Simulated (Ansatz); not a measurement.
Field-gradient calculation, with input and output: ZnS

- system: ZnS (P6₃mc, 16 atoms in the cell)
- method: DFT, r2SCAN, plane-wave PAW, default files, scalar-relativistic, no spin polarisation (Ansatz 0.2.0)

The structure derives from a Materials Project entry. It belongs to a series of runs on one base structure; here: functional r2SCAN.

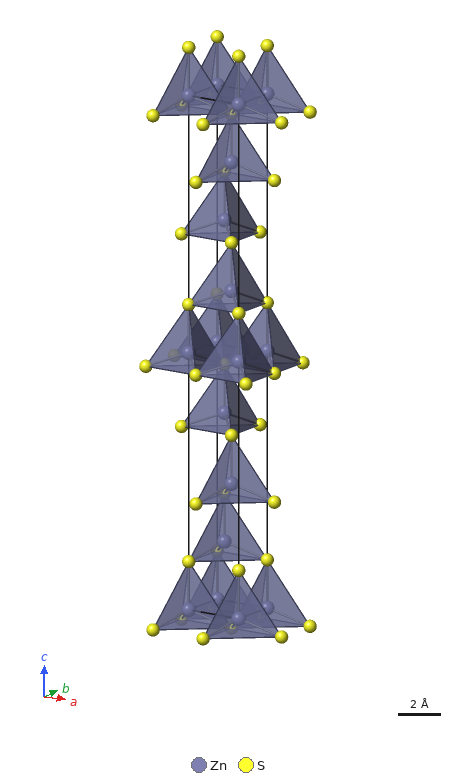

The structure as given in the input (polyhedral view of the cell of the calculation, seen slightly off an axis; polyhedra are completed across the faces of the cell).

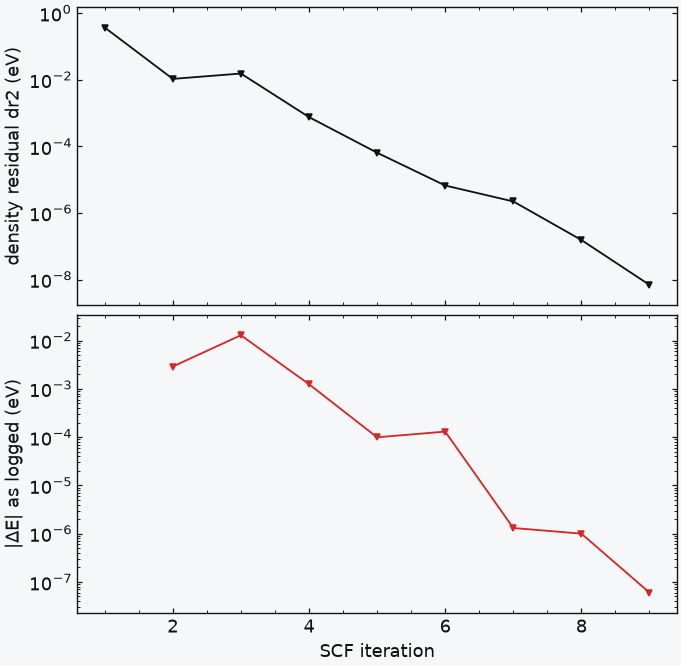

Convergence of the self-consistent field: density residual dr2 and size of the energy change against the SCF iteration. The residual falls almost steadily, with no more than small rises.

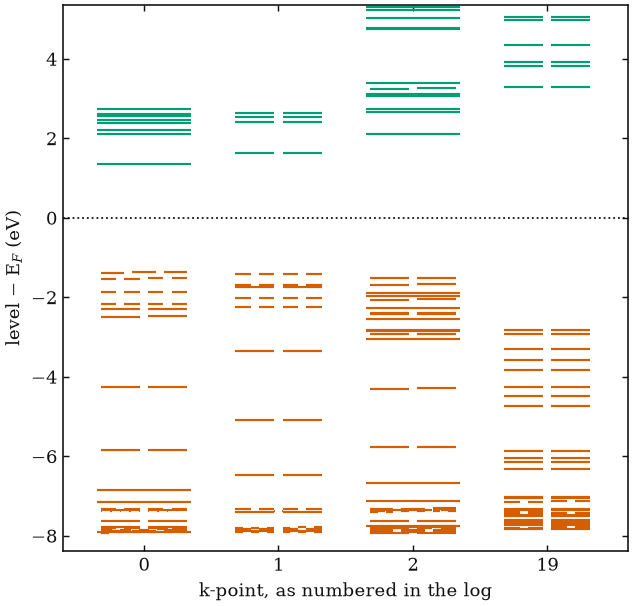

Kohn–Sham levels near the Fermi level (dotted) at the few k-points that the log prints; levels within 0.02 eV of each other stand side by side. Among these points the highest filled and lowest empty levels are 2.73 eV apart, which is the gap on the mesh.

The input and output of the run follow.

## Input
```yaml
crystal:
  lattice:
    - [3.8083864859, 0.0, 0.0]
    - [-1.9041932429, 3.2981594442, 0.0]
    - [0.0, 0.0, 24.89095901]
  atoms:
    - { symbol: Zn, position: [0.3333333333, 0.6666666667, 0.74991292] }
    - { symbol: Zn, position: [0.3333333333, 0.6666666667, 0.12478582] }
    - { symbol: Zn, position: [0.0, 0.0, 4.287e-05] }
    - { symbol: Zn, position: [0.6666666667, 0.3333333333, 0.87532473] }
    - { symbol: Zn, position: [0.6666666667, 0.3333333333, 0.24991292] }
    - { symbol: Zn, position: [0.3333333333, 0.6666666667, 0.37532473] }
    - { symbol: Zn, position: [0.0, 0.0, 0.50004287] }
    - { symbol: Zn, position: [0.6666666667, 0.3333333333, 0.62478582] }
    - { symbol: S, position: [0.0, 0.0, 0.59371274] }
    - { symbol: S, position: [0.6666666667, 0.3333333333, 0.96898812] }
    - { symbol: S, position: [0.3333333333, 0.6666666667, 0.21850247] }
    - { symbol: S, position: [0.6666666667, 0.3333333333, 0.34392833] }
    - { symbol: S, position: [0.3333333333, 0.6666666667, 0.84392833] }
    - { symbol: S, position: [0.3333333333, 0.6666666667, 0.46898812] }
    - { symbol: S, position: [0.6666666667, 0.3333333333, 0.71850247] }
    - { symbol: S, position: [0.0, 0.0, 0.09371274] }
kpoints:
  mp_grid: { grid: [8, 8, 2] }
scf:
  occupations: { method: fermi_dirac, width: 0.02 }
hamiltonian:
  xc: r2scan
  pseudopotentials: { kind: paw }
output:
  forces: true
  stress: true
  populations: true
  efg:
    quadrupole_moments_barn: { Zn: 0.122, S: -0.0694 }
    contact_densities: true
```

Run as:
```bash
ansatz run input.yaml --threads 1 --pin off --max-ram 2560MiB --backend cpu --events-out ev --progress --plain --runs-dir out
```

## Log
```
Engine: ansatz 0.2.0, aarch64-unknown-linux-gnu
Pseudopotentials: kind: paw
Pseudopotential: Zn, paw, valence charge 12, recommended cutoff 500 eV (meta_gga), Zn.paw.azcp
Pseudopotential: S, paw, valence charge 6, recommended cutoff 500 eV (meta_gga), S.paw.azcp
Functional definition: r2SCAN
  parameter k0 = 0.174
  parameter k1 = 0.065
  parameter a1 = 4.9479
  exchange = r2scan_x(k0 = k0, k1 = k1, a1 = a1)
  correlation = r2scan_c
Crystal: 16 atoms, lattice volume = 312.647 Å³
Basis set: ecut = 500 eV, 7849 PW (Γ), exchange–correlation on 120×120×768 points (64 copies of the dense FFT grid, shifted against one another)
Bands: 88, of which v1, the nominal top of the filled ones, is band 72 counted from 1 (71 counted from 0)
Symmetry: 12 space group operations
Space group: P63mc (ITA 186), of the structure as read, at distance tolerance 6.8e-5 Å
k-points: 20 of 128
Non-local potential: Zn, projectors of the file, l = 0: 2, l = 1: 2, l = 2: 3, l = 3: 1
Non-local potential: S, projectors of the file, l = 0: 2, l = 1: 2, l = 2: 2
PAW form: soft (Blöchl's): semilocal exchange-correlation on the pseudo side does not see the compensation charge
PAW frozen core: Zn, regenerated for the run's functional (the file was generated under x = pbe(κ = 0.804, μ = 0.2195149727645171), c = pbe(β = 0.06672455060314922))
PAW frozen core: S, regenerated for the run's functional (the file was generated under x = pbe(κ = 0.804, μ = 0.2195149727645171), c = pbe(β = 0.06672455060314922))
PAW one-centre angular grid: Zn, 590 points (default); XC on 261 of its mesh's 2673 points in the sphere
PAW one-centre angular grid: S, 302 points (default); XC on 160 Gauss nodes
Initial density: superposition of atomic densities (neutral atoms: chi_scale 0, normalization atom), corrected by the library's trained network
Initial wavefunctions: pseudopotential atomic-orbital guess
Functional: x = r2scan, c = r2scan; τ floored in thin density (d = 2e-4 eV/Å³)
SCF iter   1: F=—  HF=-33867.610321 eV  |F-HF|=—  |Δ(HF+E_count)|=         —  Δρ=1.54e-2  dr2=3.74e-1  dr2_τ=5.31e-2  ethr=1.77e-3  ⟨swp⟩=8.1  Hψ=8266  notcnv=0  defer=28
preconditioner: auto → Resta (q_TF=auto, 2.398 Å⁻¹)  ε∞=5.8  [insulator: Δε(μ)=2.713 eV  Ē_g=11.465 eV  σ=0.020 eV  W_gap=1.00  n_scr=84 (ndim 8)  ℏωp=25.2 eV  f_vac=0.028  D(μ)=0.00/eV (n_scr^D=0)  ε∞_Penn≈5.8]
SCF iter   2: F=—  HF=-33867.607420 eV  |F-HF|=—  |Δ(HF+E_count)|=   2.90e-3  Δρ=2.36e-3  dr2=1.07e-2  dr2_τ=2.18e-3  ethr=2.60e-4  ⟨swp⟩=3.0  Hψ=3555  notcnv=0  defer=183
SCF iter   3: F=—  HF=-33867.594538 eV  |F-HF|=—  |Δ(HF+E_count)|=   1.29e-2  Δρ=3.26e-3  dr2=1.55e-2  dr2_τ=1.19e-4  ethr=7.40e-6  ⟨swp⟩=2.0  Hψ=3002  notcnv=0  defer=183
SCF iter   4: F=—  HF=-33867.593283 eV  |F-HF|=—  |Δ(HF+E_count)|=   1.25e-3  Δρ=6.63e-4  dr2=7.62e-4  dr2_τ=3.51e-5  ethr=7.40e-6  ⟨swp⟩=2.7  Hψ=2932  notcnv=0  defer=183
SCF iter   5: F=—  HF=-33867.593382 eV  |F-HF|=—  |Δ(HF+E_count)|=   9.92e-5  Δρ=1.58e-4  dr2=6.49e-5  dr2_τ=1.80e-6  ethr=5.29e-7  ⟨swp⟩=2.6  Hψ=3059  notcnv=0  defer=183
SCF iter   6: F=—  HF=-33867.593252 eV  |F-HF|=—  |Δ(HF+E_count)|=   1.30e-4  Δρ=5.57e-5  dr2=6.71e-6  dr2_τ=3.77e-8  ethr=4.51e-8  ⟨swp⟩=2.0  Hψ=3030  notcnv=0  defer=183
SCF iter   7: F=—  HF=-33867.593253 eV  |F-HF|=—  |Δ(HF+E_count)|=   1.31e-6  Δρ=3.46e-5  dr2=2.23e-6  dr2_τ=2.03e-8  ethr=4.66e-9  ⟨swp⟩=2.0  Hψ=2857  notcnv=0  defer=183
SCF iter   8: F=—  HF=-33867.593252 eV  |F-HF|=—  |Δ(HF+E_count)|=   1.00e-6  Δρ=7.69e-6  dr2=1.55e-7  dr2_τ=2.82e-9  ethr=1.55e-9  ⟨swp⟩=2.0  Hψ=2866  notcnv=0  defer=183
SCF iter   9: F=-33867.593252 eV  HF=-33867.593252 eV  |F-HF|=3.02e-9  |Δ(HF+E_count)|=   6.00e-8  Δρ=1.18e-6  dr2=6.95e-9  dr2_τ=1.77e-10  ethr=6.94e-11  ⟨swp⟩=11.6  Hψ=8592  notcnv=0
SCF 1 converged in 9 iterations: F = -33867.593252 eV  dr2 = 6.95e-9
  greatest PAW one-centre occupation: 0.983 electrons in one spin orbital (limit 2), on the Zn atom at site 0 (counted from 0), in its partial waves of l = 2
SCF converged after 9 iterations
Free energy (F): -33867.593252 eV
Harris-Foulkes:  -33867.593252 eV  (|F-HF|=3.02e-9)
Internal energy: -33867.593252 eV  (E = F + TS)
E sigma→0 (E₀):  -33867.593252 eV
Fermi energy:    7.012687 eV
--- Per-component energies (eV) ---
  E_band       = -7.165873
  E_kinetic    = 1900.834960
  E_local      = -16329.340084  (includes V_loc(G=0)·N_el)
  E_nonlocal   = 5172.741596
  E_hartree    = 6851.932723
  E_xc         = -1726.581854
  E_vxc        = -1186.205032  (∫ρ·V_xc dr)
  E_paw        = -19679.118412  (= ΣΔE_a)
  E_vpaw       = -3327.747427  (= ΣTr[D̂ρ^β])
  E_aug_tail   = -0.000520  (compensation charges beyond the density's cutoff)
  E_vtau       = 58.686726  (kinetic-family band-sum trace: ∫τ·v_τ [+ j·A + Jᵃ·Aᵃ] dr)
  E_ewald      = -10055.722578
  E_core_change = -2.339084  (= ΣΔE_core)
  E_smearing   = -0.000000  (= −TS)
  E_closure    = 0.000000  (closes the sum)
  Σ components = -33867.593252   (vs F -33867.593252, Δ=0.00e0)
--- Forces (eV/Å), atoms counted from 1 ---
  atom   1  Zn     0.00000000    -0.00000000     0.01945946
  atom   2  Zn    -0.00000000     0.00000000     0.01406020
  atom   3  Zn    -0.00000000     0.00000000     0.00676034
  atom   4  Zn    -0.00000000     0.00000000    -0.01892966
  atom   5  Zn    -0.00000000     0.00000000     0.01945946
  atom   6  Zn     0.00000000     0.00000000    -0.01892966
  atom   7  Zn     0.00000000    -0.00000000     0.00676034
  atom   8  Zn     0.00000000    -0.00000000     0.01406020
  atom   9  S      0.00000000     0.00000000    -0.00294413
  atom  10  S      0.00000000    -0.00000000    -0.01843936
  atom  11  S      0.00000000    -0.00000000     0.00768021
  atom  12  S      0.00000000     0.00000000    -0.00765846
  atom  13  S      0.00000000    -0.00000000    -0.00765846
  atom  14  S     -0.00000000     0.00000000    -0.01843936
  atom  15  S     -0.00000000     0.00000000     0.00768021
  atom  16  S      0.00000000    -0.00000000    -0.00294413
  max |Σ_I F_I| component: 2.28e-5 eV/Å
--- Stress (GPa, compression-positive) ---
        0.107040      -0.000000      -0.000000
       -0.000000       0.107040       0.000000
       -0.000000       0.000000       0.131024
  P = ⅓ Tr σ = 0.1150 GPa (1.150 kbar)
--- PAW observables at the nuclei: V_zz in 10²¹ V/m², potentials from the cell's mean, atoms counted from 1 ---
  atom   1  Zn V_zz =    +0.000869   η = 0.0000   by run symmetry: allowed   C_q = +0.0026 MHz
            electrostatic potential = -3942.426380 V   contact ρ = 166448.064464 e/Å³
  atom   2  Zn V_zz =    +0.070545   η = 0.0000   by run symmetry: allowed   C_q = +0.2081 MHz
            electrostatic potential = -3942.419189 V   contact ρ = 166448.228115 e/Å³
  atom   3  Zn V_zz =    +0.032843   η = 0.0000   by run symmetry: allowed   C_q = +0.0969 MHz
            electrostatic potential = -3942.419808 V   contact ρ = 166448.267780 e/Å³
  atom   4  Zn V_zz =    +0.025351   η = 0.0000   by run symmetry: allowed   C_q = +0.0748 MHz
            electrostatic potential = -3942.443751 V   contact ρ = 166448.051294 e/Å³
  atom   5  Zn V_zz =    +0.000869   η = 0.0000   by run symmetry: allowed   C_q = +0.0026 MHz
            electrostatic potential = -3942.426380 V   contact ρ = 166448.064464 e/Å³
  atom   6  Zn V_zz =    +0.025351   η = 0.0000   by run symmetry: allowed   C_q = +0.0748 MHz
            electrostatic potential = -3942.443751 V   contact ρ = 166448.051294 e/Å³
  atom   7  Zn V_zz =    +0.032843   η = 0.0000   by run symmetry: allowed   C_q = +0.0969 MHz
            electrostatic potential = -3942.419808 V   contact ρ = 166448.267780 e/Å³
  atom   8  Zn V_zz =    +0.070545   η = 0.0000   by run symmetry: allowed   C_q = +0.2081 MHz
            electrostatic potential = -3942.419189 V   contact ρ = 166448.228115 e/Å³
  atom   9  S  V_zz =    -0.056602   η = 0.0000   by run symmetry: allowed   C_q = +0.0950 MHz
            electrostatic potential = -1632.668386 V   contact ρ = 19734.920612 e/Å³
  atom  10  S  V_zz =    -0.034101   η = 0.0000   by run symmetry: allowed   C_q = +0.0572 MHz
            electrostatic potential = -1632.666658 V   contact ρ = 19734.916092 e/Å³
  atom  11  S  V_zz =    +0.064391   η = 0.0000   by run symmetry: allowed   C_q = -0.1081 MHz
            electrostatic potential = -1632.674587 V   contact ρ = 19734.926462 e/Å³
  atom  12  S  V_zz =    +0.236980   η = 0.0000   by run symmetry: allowed   C_q = -0.3977 MHz
            electrostatic potential = -1632.698730 V   contact ρ = 19734.950929 e/Å³
  atom  13  S  V_zz =    +0.236980   η = 0.0000   by run symmetry: allowed   C_q = -0.3977 MHz
            electrostatic potential = -1632.698730 V   contact ρ = 19734.950929 e/Å³
  atom  14  S  V_zz =    -0.034101   η = 0.0000   by run symmetry: allowed   C_q = +0.0572 MHz
            electrostatic potential = -1632.666658 V   contact ρ = 19734.916092 e/Å³
  atom  15  S  V_zz =    +0.064391   η = 0.0000   by run symmetry: allowed   C_q = -0.1081 MHz
            electrostatic potential = -1632.674587 V   contact ρ = 19734.926462 e/Å³
  atom  16  S  V_zz =    -0.056602   η = 0.0000   by run symmetry: allowed   C_q = +0.0950 MHz
            electrostatic potential = -1632.668386 V   contact ρ = 19734.920612 e/Å³
--- Band table (eV; the first three rows and the last of 20) ---
  k-point 0: bands = ["-8.1149", "-8.0048", "-7.9801", "-7.6803", "-7.6670", "-7.3223", "-7.3027", "-7.1467", "-0.9081", "-0.9009", "-0.8998", "-0.8998", "-0.8914", "-0.8914", "-0.8859", "-0.8633", "-0.8633", "-0.8532", "-0.8397", "-0.8397", "-0.8395", "-0.8215", "-0.8215", "-0.7986", "-0.7986", "-0.7852", "-0.7852", "-0.7776", "-0.7776", "-0.6209", "-0.6158", "-0.3617", "-0.3617", "-0.3604", "-0.3604", "-0.3568", "-0.3568", "-0.3551", "-0.3551", "-0.3448", "-0.3448", "-0.3385", "-0.3385", "-0.3124", "-0.3124", "-0.3089", "-0.3089", "-0.1451", "0.1744", "1.1627", "1.1780", "2.7555", "2.7673", "4.5233", "4.5416", "4.7277", "4.7277", "4.8415", "4.8415", "4.8522", "4.8522", "5.1468", "5.1468", "5.1545", "5.1545", "5.4775", "5.4775", "5.4942", "5.4942", "5.6200", "5.6373", "5.6373", "8.3663", "9.1298", "9.2138", "9.3960", "9.4614", "9.5715", "9.6275", "9.7490", "12.3789", "12.4289", "12.4631", "12.4631", "12.5434", "12.6094", "12.6094", "12.7563"]
  k-point 1: bands = ["-8.0839", "-8.0839", "-7.8503", "-7.8503", "-7.4845", "-7.4845", "-7.1906", "-7.1906", "-0.9044", "-0.9044", "-0.8963", "-0.8963", "-0.8963", "-0.8963", "-0.8794", "-0.8794", "-0.8529", "-0.8529", "-0.8529", "-0.8529", "-0.8090", "-0.8090", "-0.8090", "-0.8090", "-0.7804", "-0.7804", "-0.7804", "-0.7804", "-0.7661", "-0.7661", "-0.3831", "-0.3831", "-0.3609", "-0.3609", "-0.3609", "-0.3609", "-0.3563", "-0.3563", "-0.3563", "-0.3563", "-0.3415", "-0.3415", "-0.3415", "-0.3415", "-0.3105", "-0.3105", "-0.3105", "-0.3105", "0.5468", "0.5468", "1.9203", "1.9203", "3.6522", "3.6522", "4.7583", "4.7583", "4.7583", "4.7583", "4.9832", "4.9832", "4.9832", "4.9832", "5.2826", "5.2826", "5.3272", "5.3272", "5.3272", "5.3272", "5.5972", "5.5972", "5.5972", "5.5972", "8.6424", "8.6424", "9.4201", "9.4201", "9.5434", "9.5434", "9.6615", "9.6615", "12.4785", "12.4785", "12.5173", "12.5173", "12.5173", "12.5173", "12.5618", "12.5618"]
  k-point 2: bands = ["-8.0063", "-7.9008", "-7.8766", "-7.5908", "-7.5775", "-7.2523", "-7.2324", "-7.0867", "-0.9180", "-0.9150", "-0.8955", "-0.8814", "-0.8773", "-0.8678", "-0.8670", "-0.8621", "-0.8462", "-0.8398", "-0.8393", "-0.8126", "-0.7984", "-0.7967", "-0.7946", "-0.7911", "-0.7793", "-0.7672", "-0.7659", "-0.7546", "-0.7448", "-0.6102", "-0.6053", "-0.3815", "-0.3803", "-0.3738", "-0.3682", "-0.3663", "-0.3638", "-0.3593", "-0.3464", "-0.3461", "-0.3400", "-0.3308", "-0.3307", "-0.3165", "-0.3081", "-0.3042", "-0.2944", "-0.1086", "0.3394", "1.2425", "1.2566", "2.7122", "2.7251", "3.9677", "4.0772", "4.0972", "4.1534", "4.1799", "4.4736", "4.5844", "4.6008", "4.6049", "4.6171", "4.7503", "4.9497", "4.9574", "5.0477", "5.1217", "5.3255", "5.3408", "5.4892", "5.5045", "9.1210", "9.6874", "9.7608", "10.0822", "10.1384", "10.2625", "10.2778", "10.4097", "11.7576", "11.7859", "12.0447", "12.2414", "12.3232", "12.4946", "12.6125", "12.7394"]
  k-point 19: bands = ["-6.9884", "-6.9884", "-6.9463", "-6.9463", "-6.8918", "-6.8918", "-6.8472", "-6.8472", "-0.8085", "-0.8085", "-0.7823", "-0.7823", "-0.7689", "-0.7689", "-0.7194", "-0.7194", "-0.6942", "-0.6942", "-0.6665", "-0.6665", "-0.6342", "-0.6342", "-0.5946", "-0.5946", "-0.4810", "-0.4810", "-0.4601", "-0.4601", "-0.4239", "-0.4239", "-0.4071", "-0.4071", "-0.3631", "-0.3631", "-0.3473", "-0.3473", "-0.3418", "-0.3418", "-0.3193", "-0.3193", "-0.1339", "-0.1339", "-0.1140", "-0.1140", "-0.0489", "-0.0489", "-0.0122", "-0.0122", "0.6940", "0.6940", "0.8792", "0.8792", "0.9804", "0.9804", "1.1348", "1.1348", "2.2875", "2.2875", "2.5379", "2.5379", "2.7442", "2.7442", "3.1756", "3.1756", "3.4306", "3.4306", "3.7159", "3.7159", "4.0931", "4.0931", "4.1843", "4.1843", "10.3081", "10.3081", "10.8289", "10.8289", "10.9398", "10.9398", "11.3527", "11.3527", "11.9988", "11.9988", "12.0763", "12.0763", "12.3944", "12.3944", "12.7507", "12.7507"]
--- Löwdin populations: 16 sites ---
  site symbol       q [e]
     0     Zn     10.6920
     1     Zn     10.6914
     2     Zn     10.6915
     3     Zn     10.6902
     4     Zn     10.6920
     5     Zn     10.6902
     6     Zn     10.6915
     7     Zn     10.6914
     8      S      7.1177
     9      S      7.1170
    10      S      7.1196
    11      S      7.1207
    12      S      7.1207
    13      S      7.1170
    14      S      7.1196
    15      S      7.1177
  spilling = 0.010556 (of n_electrons = 144.000000)
```

## File populations.tsv
```
# site	symbol	l	j	q
# orbitals = lowdin
# n_electrons = 144.000000
# spilling = 0.010556
0	Zn	0_4S	-	0.714847
0	Zn	2_3D	-	9.977121
1	Zn	0_4S	-	0.714702
1	Zn	2_3D	-	9.976671
2	Zn	0_4S	-	0.714818
2	Zn	2_3D	-	9.976645
3	Zn	0_4S	-	0.713385
3	Zn	2_3D	-	9.976807
4	Zn	0_4S	-	0.714847
4	Zn	2_3D	-	9.977121
5	Zn	0_4S	-	0.713385
5	Zn	2_3D	-	9.976807
6	Zn	0_4S	-	0.714818
6	Zn	2_3D	-	9.976645
7	Zn	0_4S	-	0.714702
7	Zn	2_3D	-	9.976671
8	S	0_3S	-	1.847189
8	S	1_3P	-	5.270549
9	S	0_3S	-	1.846986
9	S	1_3P	-	5.269976
10	S	0_3S	-	1.847725
10	S	1_3P	-	5.271917
11	S	0_3S	-	1.848227
11	S	1_3P	-	5.272438
12	S	0_3S	-	1.848227
12	S	1_3P	-	5.272438
13	S	0_3S	-	1.846986
13	S	1_3P	-	5.269976
14	S	0_3S	-	1.847725
14	S	1_3P	-	5.271917
15	S	0_3S	-	1.847189
15	S	1_3P	-	5.270549
```

## Results in brief

```tsv
quantity	value
outcome	converged
space group (tolerance 0.01 Å)	P6₃mc (186)
electrons treated	144
free energy	−33867.5933 eV
Fermi energy	7.013 eV
gap on the k-point mesh	2.73 eV
pressure	0.12 GPa
field gradient V_zz (10²¹ V/m²)	Zn 0.0009, Zn 0.0705, Zn 0.0328, Zn 0.0254, Zn 0.0009, Zn 0.0254, Zn 0.0328, Zn 0.0705 (the first 8 of 16 sites)
largest force (length of the vector)	0.019 eV/Å
hardware	1 thread of an Arm (aarch64) CPU, shared host
wall time	2.6 min
peak memory	1.3 GiB
```
